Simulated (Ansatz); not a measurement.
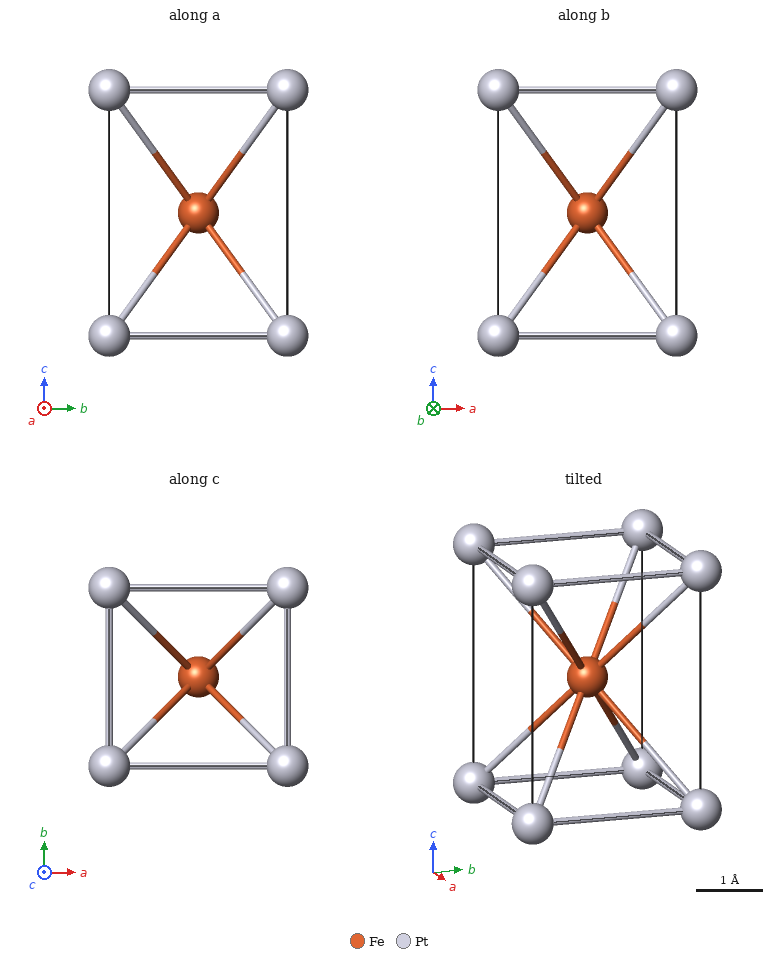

A ball-and-stick rendering, viewed along the a axis, along the b axis, along the c axis and slightly off an axis. The conventional unit cell is drawn as a box.

Lattice parameters: a = 2.729 Å, b = 2.729 Å, c = 3.765 Å, α = 90.00°, β = 90.00°, γ = 90.00°. Put a along x and b in the xy plane.

Q: Express the structure as a POSCAR file.

A:
```
Fe Pt
1.0
     2.729    0.000    0.000
     0.000    2.729    0.000
     0.000    0.000    3.765
Fe Pt
1 1
Direct
  0.5000 0.5000 0.5000
  0.0000 0.0000 0.0000
```

Its origin is a structure type filled with these elements by a generator (whether the compound takes this form wasn't checked). Earlier steps of the study, as a rule a relaxation of our own, may have changed the cell and positions, so they can lie some per cent off the listed ones. It was the input of a calculation with Ansatz.
